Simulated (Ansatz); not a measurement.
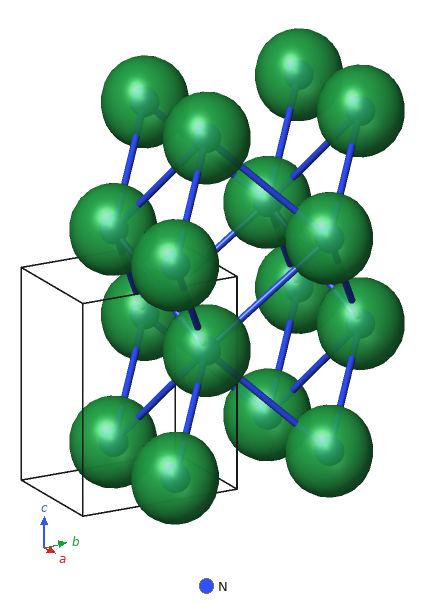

Figure. N. Density of the Kohn–Sham states from −14.7 to −7.4 eV about the Fermi level (the middle third of the occupied valence band), scaled to one electron a cell: green surface at 0.2 1/Å³, in the conventional cell, repeated, seen slightly off an axis.

Space group P6_3/mmc; the calculation finds a residual pressure of about 10 GPa at this fixed cell. The cell comes from a database of computed structures, not from a measurement.

Theory: DFT PBE, scalar-relativistic, plane waves, PAW (Ansatz 0.2.0).

In a PAW calculation such maps are meaningful between the atoms, not at the nuclei.

The calculation's input:

```
crystal:
  lattice:
    - [2.5194737886, 0.0, 0.0]
    - [-1.2597368943, 2.1819283051, 0.0]
    - [0.0, 0.0, 2.446002]
  atoms:
    - { symbol: "N", position: [0.66666667, 0.33333333, 0.25] }
    - { symbol: "N", position: [0.33333333, 0.66666667, 0.75] }
basis:
  ecutwfc: 420
  fft_grid_basis: typed
kpoints:
  mp_grid: { grid: [12, 12, 12] }
hamiltonian:
  xc: pbe
  pseudopotentials: { kind: paw }
scf:
  occupations: { method: gaussian, width: 0.05 }
  n_extra_bands: 6
output:
  forces: true
  stress: false
  eigenvalues: true
  bader: false
  write_density: false
  volumetric_format: npy
  band_densities:
    - { e_range: [-0.25, 0.25] }
    - { e_range: [-1.2, 0.0] }
    - { e_range: [0.0, 1.2] }
    - { e_range: [-22.13, -14.74] }
    - { e_range: [-14.74, -7.37] }
    - { e_range: [-22.14, 6.13] }
  dos:
    e_range: [-30, 8]
    de: 0.02
    method: { smearing: { sigma: 0.03, scheme: gaussian } }
    projected: { site_lists: { "N": ["N"] } }
checkpoint:
  read: start.run
  write: ck
  compress: false
  write_wavefunctions: false
  write_every: 100000
```

Command:

```sh
ansatz run input.yaml --threads 1 --pin off --max-ram 2560MiB --backend cpu --events-out ev --progress --plain --runs-dir out
```

The picture shows the conventional cell (a = 2.52 Å, b = 2.52 Å, c = 2.45 Å, α = 90.00°, β = 90.00°, γ = 120.00°).

Q: What is the character of these states?

A: Projected on a minimal set of atomic orbitals (Löwdin), they are N 2s (55 %) and N 2p (45 %).

The run took 2.7 s on 1 thread of Arm Neoverse N1, with other jobs on the host, peak memory 0.26 GiB.
